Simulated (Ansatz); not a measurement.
## Single-point calculation of C$_{24}$Cl (part 3 of 3)

The same run, continued: C$_{24}$Cl (slab, 25 atoms in the cell); DFT PBE+D3(BJ), scalar-relativistic, plane waves, PAW, PAW set soft_1, spin-polarised (Ansatz 0.2.0); cutoff 420 eV, 6×4×1 k-mesh, Gaussian smearing of 0.05 eV, collinear spins. The structure derives from an entry of the Crystallography Open Database.

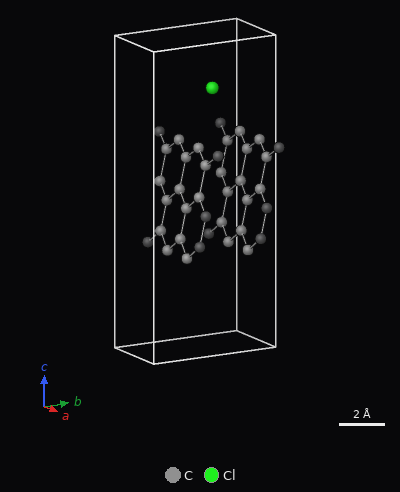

The structure as given in the input (ball-and-stick view of the cell of the calculation, with the vacuum cut short, seen slightly off an axis; neighbours outside the cell are drawn fainter). An atom can appear more than once, as a periodic image.

### What the program printed, continued
```
SCF iter  36: F=—  HF=-7080.493559 eV  |F-HF|=—  |Δ(HF+E_count)|=   5.25e-8  Δρ=3.44e-6 (↑1.09e-6 ↓3.44e-6)  dr2=3.37e-7  dr2_m=3.26e-8  M=0.001 μB ∫|m|=8.243 μB  β_m=0.82  ethr=6.38e-11  p=-0.403 e·Å  D=-9.69e-2 V/Å  ΔV_dip=2.15 eV  dr2_dipole=1.29e-7  V_vac-E_F(+/−)=7.51/5.36 eV  ⟨swp⟩=12.0  Hψ=13572  notcnv=0  recentre
SCF iter  37: F=—  HF=-7080.493559 eV  |F-HF|=—  |Δ(HF+E_count)|=   5.18e-8  Δρ=3.13e-6 (↑9.89e-7 ↓3.13e-6)  dr2=4.00e-7  dr2_m=1.96e-8  M=0.001 μB ∫|m|=8.243 μB  β_m=0.84  ethr=6.38e-11  p=-0.403 e·Å  D=-9.69e-2 V/Å  ΔV_dip=2.15 eV  dr2_dipole=1.52e-7  V_vac-E_F(+/−)=7.51/5.36 eV  ⟨swp⟩=2.0  Hψ=2490  notcnv=0
SCF iter  38: F=-7080.493559 eV  HF=-7080.493559 eV  |F-HF|=1.69e-8  |Δ(HF+E_count)|=   1.05e-8  Δρ=1.14e-6 (↑7.91e-7 ↓1.14e-6)  dr2=3.38e-8  dr2_m=4.57e-9  M=0.001 μB ∫|m|=8.243 μB  ethr=6.38e-11  p=-0.403 e·Å  D=-9.69e-2 V/Å  ΔV_dip=2.15 eV  dr2_dipole=9.58e-9  V_vac-E_F(+/−)=7.51/5.36 eV  ⟨swp⟩=11.7  Hψ=14125  notcnv=0
SCF 1 converged in 38 iterations: F = -7080.493559 eV  dr2 = 3.38e-8
  greatest PAW one-centre occupation: 0.914 electrons in one spin orbital (limit 2), on the Cl atom at site 24 (counted from 0), in its partial waves of l = 0
WARN: The output density's exchange-correlation potential varies sharply where the density is thin. Do not read a vacuum level from v_tot or v_xc, or from such a field of the output density. On a cell that repeats whose density bears no net charge and no dipole along the vacuum's axis use v_es (v_loc + v_h of the components); under efield.dipole_correction with no amplitude use v_es + v_field, which holds any external_charges[].barrier, or the levels of the report's work_function block, which leave it out; under a non-zero efield.amplitude the vacuum is tilted and has no level; on a cell that repeats and bears such a dipole with no correction it is tilted too, and efield.dipole_correction with no amplitude gives each side of its ramp a level where efield: is served; in a cell that repeats whose density bears a net charge (total_charge, or a fill off its count) it is curved and has none; of a slab under crystal.periodic whose density bears no net charge use v_es, which has a level on each side, short of where the two are joined; of another it falls or rises all the way out and has none; of a slab beside external_charges read slab_vacuum_level instead, which it has where they leave it neutral. The grid or the basis barely resolves most such structure, and the values can differ between equally converged runs; as a rule a tighter scf.convergence.dr2_threshold does not remove it. Where the density itself ripples (under the LDA too) a higher basis.ecutwfc lessens it. The files hold the spikes' plane waves up to the density's cutoff. Files: v_tot_of_output_density and the like, and their columns of v_z.tsv (output.write_potential); v_xc_of_output_density and the like, and their columns of v_comp_z.tsv (output.write_potential_components). Measured: with its Gaussian average of σ = 0.25 Å subtracted twice, the exchange-correlation potential is over 0.1 eV at 1554 of the grid points where the equally averaged density (valence and model cores) is under 1e-3 e/Å³, and 0.622 eV at the most among them, at an averaged density of 7.8e-4 e/Å³. The input density's (outcome.potential() and, of a run that writes arrays, v_tot and v_xc) is over 0.1 eV, so measured, at 1073 points of its own thin density, 0.623 eV at the most. See output.write_potential in the manual, Limitations
SCF converged after 38 iterations
Magnetization: 0.0006 μB (51.5003 up, 51.4997 down)
Absolute magnetization: 8.2596 μB (∫|ρ↑−ρ↓|, with the PAW one-centre terms)
Spin contamination: 3.8319 ħ² per cell (⟨S²⟩ above its minimum at these occupations)
Per-site moments (μB) at R_I (Å): [(-0.34545998614760454, 0.5870470483132835), (0.4279112543626587, 0.5870470483132835), (0.18894418636229093, 0.5870470483132837), (0.4279326754599711, 0.5870470483132837), (-0.00020111186651557123, 0.5870470478632424), (-0.010394821070322515, 0.5870470478047728), (-0.00021075311178113407, 0.5870470478632424), (-0.0049882909073824, 0.5870470478047728), (-0.0018470249726761877, 0.5834366130247636), (0.04660159284996304, 0.5834366131427697), (-0.0018479587157778, 0.5834366130247637), (0.06730811244034149, 0.5834366131427697), (-0.025276532713862147, 0.5834366130247637), (-0.02195462722314824, 0.5834366131427697), (-0.05428736289161557, 0.5834366130247636), (-0.021958459314032, 0.5834366131427697), (0.022390439569481207, 0.5690668330822445), (0.014701253820057845, 0.5690668330822445), (0.012922275209559991, 0.5690668330822445), (0.014704917683980504, 0.5690668330822445), (-0.3095989767583854, 0.5690668330822445), (0.2650113131659749, 0.5690668330822445), (-0.30960502444366217, 0.5690668330822445), (-0.3137790418696399, 0.5690668330822445), (-0.11954999498301264, 1.2428737825469267)]
Free energy (F): -7080.493559 eV
Harris-Foulkes:  -7080.493559 eV  (|F-HF|=1.69e-8)
Internal energy: -7080.480534 eV  (E = F + TS)
E sigma→0 (E₀):  -7080.487047 eV
Entropy (-TS):   -0.013024 eV (-0.521 meV/atom)
Fermi energy:    -2.443141 eV
Dipole field:    D = -0.096791 V/Å  (p = -0.402421 e·Å, saw-weighted, corrected)
Work function:   Φ+ = 7.5088 eV   Φ− = 5.3574 eV
Levels:          The Fermi level and band energies are counted from a zero that moves with the ramp; work functions are not
--- Per-component energies (eV) ---
  E_band       = -1096.622907
  E_kinetic    = 2232.414392
  E_local      = -51925.045005  (includes V_loc(G=0)·N_el)
  E_nonlocal   = 600.794946
  E_hartree    = 24836.160589
  E_xc         = -1217.093507
  E_vxc        = -1480.479253  (∫ρ·V_xc dr)
  E_paw        = -3058.237887  (= ΣΔE_a)
  E_vpaw       = -187.711320  (= ΣTr[D̂ρ^β])
  E_aug_tail   = 0.000497  (compensation charges beyond the density's cutoff)
  E_efield     = 0.019475  (sawtooth field / dipole correction)
  E_vefield    = -8.911315  (∫n·V_field dr)
  E_ewald      = 21453.476365
  E_disp       = -2.970401  (pairwise vdW)
  E_smearing   = -0.013024  (= −TS)
  E_closure    = -0.000000  (closes the sum)
  Σ components = -7080.493559   (vs F -7080.493559, Δ=0.00e0)
--- Forces (eV/Å), atoms counted from 1 ---
  atom   1  C     -0.00048808     0.53531383     2.63511008
  atom   2  C     -0.03009535     0.53351850     2.50806430
  atom   3  C     -0.00054849     0.30625987     1.30795742
  atom   4  C      0.03040486     0.53394907     2.50795321
  atom   5  C     -0.38085905    -0.71410632    -3.20091355
  atom   6  C      0.00001009    -0.74746102    -3.58571365
  atom   7  C      0.38209207    -0.71398635    -3.20096834
  atom   8  C     -0.00029807    -0.72232473    -3.43760024
  atom   9  C      0.13775609     0.27667109     1.22384309
  atom  10  C      0.00126341     0.23532202     1.08352578
  atom  11  C     -0.13828169     0.27652825     1.22394311
  atom  12  C      0.00116632     0.20517524     0.92185396
  atom  13  C      0.00067723     0.02880306     0.51257612
  atom  14  C     -0.00612412     0.13796728     0.53530280
  atom  15  C      0.00058306     0.05984027     0.45354093
  atom  16  C      0.00426122     0.13795015     0.53543638
  atom  17  C      0.00184682    -0.08651624    -0.18284735
  atom  18  C     -0.02432229    -0.11066679    -0.47780604
  atom  19  C      0.00136027    -0.03442106    -0.11960895
  atom  20  C      0.02879026    -0.11047861    -0.47791461
  atom  21  C      0.46033229     0.26496403     0.27812742
  atom  22  C     -0.00254541    -0.03124055    -0.14654937
  atom  23  C     -0.46431294     0.26463487     0.27762228
  atom  24  C     -0.00258041    -0.15238561     0.25100235
  atom  25  Cl    -0.00008836    -0.37326825    -1.42596128
  max |Σ_I F_I| component: 4.20e-5 eV/Å
--- Band table (eV; the first three rows and the last of 28) ---
  k-point 0 ↑: bands = ["-21.5934", "-21.2723", "-20.0033", "-19.6105", "-17.7088", "-17.3938", "-17.3204", "-17.2758", "-17.2311", "-17.0742", "-15.7656", "-15.6978", "-15.4134", "-15.3364", "-15.0500", "-13.9044", "-13.8225", "-13.5829", "-13.5463", "-13.3004", "-12.8781", "-10.2784", "-10.1796", "-9.9666", "-9.7791", "-9.5483", "-9.3000", "-8.7987", "-8.7611", "-8.5566", "-8.4998", "-8.4408", "-7.7572", "-7.4562", "-6.9518", "-6.3709", "-6.3653", "-6.1259", "-5.2627", "-5.2414", "-5.0675", "-5.0534", "-4.6786", "-4.6704", "-4.6068", "-3.9254", "-3.8196", "-3.5676", "-3.0902", "-3.0765", "-2.8850", "-2.2723", "-2.1389", "-2.0459", "-1.7504", "-1.5195", "-1.4869", "-0.9145", "-0.4163", "-0.3640", "0.0440", "0.0456", "0.6313", "1.4702", "2.5817", "2.7532", "3.7634", "4.0084", "4.2404", "4.3832", "5.0104", "5.1192", "5.3595", "5.4816", "5.6311", "5.7985", "6.0614"]
  k-point 1 ↑: bands = ["-21.5629", "-21.3076", "-19.9871", "-19.6292", "-17.6999", "-17.4049", "-17.3296", "-17.3201", "-17.1855", "-17.0616", "-15.7703", "-15.7053", "-15.4034", "-15.3292", "-15.0500", "-13.9087", "-13.8284", "-13.5770", "-13.5421", "-13.2974", "-12.8796", "-10.1799", "-10.0589", "-9.9669", "-9.7795", "-9.5487", "-9.2969", "-8.7983", "-8.7652", "-8.7598", "-8.5580", "-8.3205", "-7.7567", "-7.4568", "-7.2098", "-6.3650", "-6.2210", "-6.1263", "-5.4051", "-5.2788", "-5.2246", "-5.1857", "-4.6618", "-4.5544", "-4.5131", "-3.9192", "-3.8258", "-3.5612", "-3.0900", "-3.0807", "-2.8585", "-2.2813", "-2.1697", "-1.9428", "-1.7482", "-1.4768", "-1.4694", "-0.9156", "-0.4059", "-0.3545", "0.1255", "0.1307", "0.7617", "1.4220", "2.7799", "3.3050", "3.7645", "4.2297", "4.3284", "4.5752", "4.7524", "5.0522", "5.1459", "5.3497", "5.6441", "5.8880", "5.9994"]
  k-point 2 ↑: bands = ["-21.5203", "-21.3549", "-19.9689", "-19.6497", "-17.6906", "-17.4149", "-17.3447", "-17.3396", "-17.1598", "-17.0499", "-15.7748", "-15.7122", "-15.3939", "-15.3221", "-15.0500", "-13.9130", "-13.8341", "-13.5714", "-13.5380", "-13.2943", "-12.8813", "-10.1802", "-9.9672", "-9.7800", "-9.5493", "-9.5297", "-9.4282", "-9.2789", "-8.7804", "-8.7585", "-8.5596", "-7.9340", "-7.7562", "-7.6685", "-7.4574", "-6.3646", "-6.1266", "-5.9621", "-5.6616", "-5.3686", "-5.3377", "-5.2127", "-4.6569", "-4.4959", "-4.4569", "-3.9162", "-3.8286", "-3.5566", "-3.0893", "-3.0843", "-2.8246", "-2.2847", "-2.1477", "-1.9006", "-1.7465", "-1.4526", "-1.4441", "-0.9166", "-0.3661", "-0.3160", "0.1861", "0.1937", "0.9555", "1.3049", "3.1736", "3.4114", "4.2230", "4.4373", "4.6567", "4.7591", "4.9846", "5.0660", "5.1301", "5.2039", "5.2454", "5.2619", "5.9494"]
  k-point 13 ↓: bands = ["-20.4648", "-20.4293", "-20.2728", "-20.2401", "-18.9380", "-18.8433", "-18.7361", "-18.6252", "-16.7283", "-16.5426", "-16.4606", "-16.3732", "-15.1673", "-12.9722", "-12.8059", "-12.7802", "-12.6709", "-11.6356", "-11.5883", "-11.5662", "-11.5485", "-11.0817", "-11.0207", "-10.9597", "-10.8852", "-9.4408", "-9.4351", "-9.3026", "-9.2958", "-8.8077", "-8.7902", "-8.7547", "-8.7395", "-8.6977", "-8.5610", "-7.5628", "-7.5190", "-7.0757", "-7.0207", "-6.1087", "-5.9773", "-4.9642", "-4.8463", "-4.7167", "-4.2155", "-4.1508", "-4.0592", "-3.9707", "-3.9143", "-2.9514", "-2.8634", "-2.4585", "-2.2993", "-1.9296", "-1.8879", "-1.5663", "-0.1545", "0.1250", "0.2671", "0.3566", "2.4755", "2.6605", "2.8927", "3.0362", "4.2244", "4.3733", "4.6056", "4.6335", "4.6638", "4.7308", "4.9214", "4.9820", "5.5634", "5.6574", "5.7539", "5.7679", "5.8494"]
--- Löwdin populations: 25 sites ---
  site symbol       q [e]    m [muB]
     0      C      3.8474    -1.0042
     1      C      3.9140     1.2038
     2      C      3.9928     0.5692
     3      C      3.9139     1.2039
     4      C      3.9933     0.0129
     5      C      3.9898    -0.1233
     6      C      3.9933     0.0128
     7      C      3.9885    -0.1167
     8      C      3.9662     0.0015
     9      C      3.9709     0.1146
    10      C      3.9662     0.0015
    11      C      3.9725     0.1452
    12      C      3.9529    -0.0682
    13      C      3.9499    -0.0684
    14      C      3.9583    -0.1189
    15      C      3.9499    -0.0684
    16      C      3.9800     0.1052
    17      C      3.9886     0.0358
    18      C      3.9871     0.0956
    19      C      3.9886     0.0358
    20      C      3.8820    -0.8654
    21      C      3.8305     0.8046
    22      C      3.8820    -0.8654
    23      C      3.8468    -0.9318
    24     Cl      7.2438    -0.1115
  spilling = 0.010204 (of n_electrons = 103.000000)
```

### File populations.tsv
```
# site	symbol	l	j	q_up	q_dn
# orbitals = lowdin
# n_electrons = 103.000000
# spilling = 0.010204
0	C	0_2S	-	0.465512	0.639639
0	C	1_2P	-	0.956093	1.786145
1	C	0_2S	-	0.636706	0.440011
1	C	1_2P	-	1.922194	0.915040
2	C	0_2S	-	0.626210	0.516376
2	C	1_2P	-	1.654750	1.195425
3	C	0_2S	-	0.636708	0.440006
3	C	1_2P	-	1.922209	0.915014
4	C	0_2S	-	0.453070	0.452613
4	C	1_2P	-	1.549989	1.537592
5	C	0_2S	-	0.446035	0.458382
5	C	1_2P	-	1.487212	1.598136
6	C	0_2S	-	0.453069	0.452613
6	C	1_2P	-	1.549983	1.537611
7	C	0_2S	-	0.446528	0.457104
7	C	1_2P	-	1.489339	1.595479
8	C	0_2S	-	0.450142	0.453403
8	C	1_2P	-	1.533746	1.528940
9	C	0_2S	-	0.458713	0.443207
9	C	1_2P	-	1.584041	1.484945
10	C	0_2S	-	0.450142	0.453402
10	C	1_2P	-	1.533746	1.528939
11	C	0_2S	-	0.458811	0.439441
11	C	1_2P	-	1.600035	1.474190
12	C	0_2S	-	0.454701	0.469215
12	C	1_2P	-	1.487647	1.541314
13	C	0_2S	-	0.458500	0.460156
13	C	1_2P	-	1.482244	1.548989
14	C	0_2S	-	0.450167	0.467286
14	C	1_2P	-	1.469536	1.571358
15	C	0_2S	-	0.458498	0.460159
15	C	1_2P	-	1.482239	1.548984
16	C	0_2S	-	0.453164	0.441566
16	C	1_2P	-	1.589404	1.495848
17	C	0_2S	-	0.448283	0.444500
17	C	1_2P	-	1.563930	1.531886
18	C	0_2S	-	0.451580	0.441927
18	C	1_2P	-	1.589730	1.503824
19	C	0_2S	-	0.448284	0.444499
19	C	1_2P	-	1.563939	1.531882
20	C	0_2S	-	0.452419	0.587482
20	C	1_2P	-	1.055904	1.786220
21	C	0_2S	-	0.594261	0.460999
21	C	1_2P	-	1.723291	1.051962
22	C	0_2S	-	0.452420	0.587478
22	C	1_2P	-	1.055905	1.786213
23	C	0_2S	-	0.460256	0.594770
23	C	1_2P	-	0.997252	1.794507
24	Cl	0_3S	-	0.994761	0.997316
24	Cl	1_3P	-	2.571375	2.680366
```

### Key numbers

```csv
quantity,value
outcome,converged
electrons treated,103
free energy,−7080.4936 eV
"work function, top face",7.51 eV
"work function, bottom face",5.36 eV
Fermi energy,−2.443 eV
gap on the k-point mesh,none (metallic)
net moment of the cell,0.00 μB
integrated absolute moment,8.26 μB
work function (upper face),7.51 eV
largest force (length of the vector),3.663 eV/Å
hardware,"4 threads of Arm Neoverse V2, 24 GiB of memory available, shared host"
wall time,2.1 min (CPU time 8.2 min)
peak memory,2.1 GiB
```

### Remarks

Notes on the run: the exchange-correlation potential is rough where the density is thin.
